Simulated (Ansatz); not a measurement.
Structure data:

```cif
data_structure
_symmetry_space_group_name_H-M 'P 1'
_symmetry_Int_Tables_number 1
_cell_length_a 3.1791
_cell_length_b 3.1791
_cell_length_c 3.1791
_cell_angle_alpha 90.000
_cell_angle_beta 90.000
_cell_angle_gamma 90.000
_cell_volume 32.13
loop_
_atom_site_label
_atom_site_type_symbol
_atom_site_fract_x
_atom_site_fract_y
_atom_site_fract_z
_atom_site_occupancy
Ti1 Ti 0.50000 0.50000 0.46854 1
Al1 Al 0.00000 0.00000 0.00000 1
```

### Before looking at a picture, describe the arrangement of atoms.

Its composition is TiAl. Space group: P4mm (No. 99). Lattice: primitive tetragonal. It has 2 atoms to the cell (1 Ti, 1 Al). The Ti atoms are each bonded to eight Al in a cubic arrangement at 2.70 to 2.81 Å. Al bonds to eight Ti in a cubic arrangement at 2.70 to 2.81 Å. Not all metal-metal contacts are counted. The bonds build a three-dimensional framework.

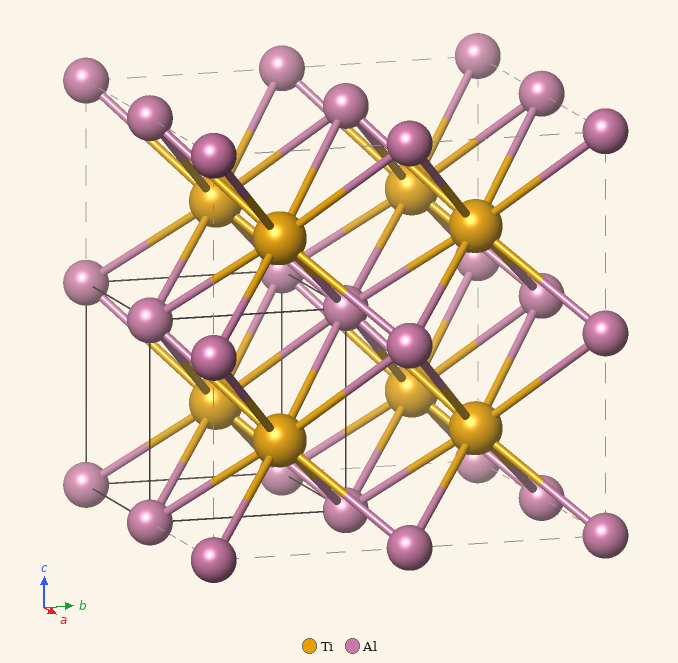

Ball-and-stick drawing of the structure, looking slightly off an axis. One conventional unit cell is drawn solid; the view covers 2×2×2 cells. Colours: titanium orange, aluminium pink.

The structure was taken from a structure listed in the Materials Project. The cell was then strained or its atoms displaced on purpose. It went into a calculation with Ansatz.

At this level of theory the cell isn't at rest (forces up to 0.6 eV/Å), so its distances can differ from those at equilibrium, the more so the softer the solid.
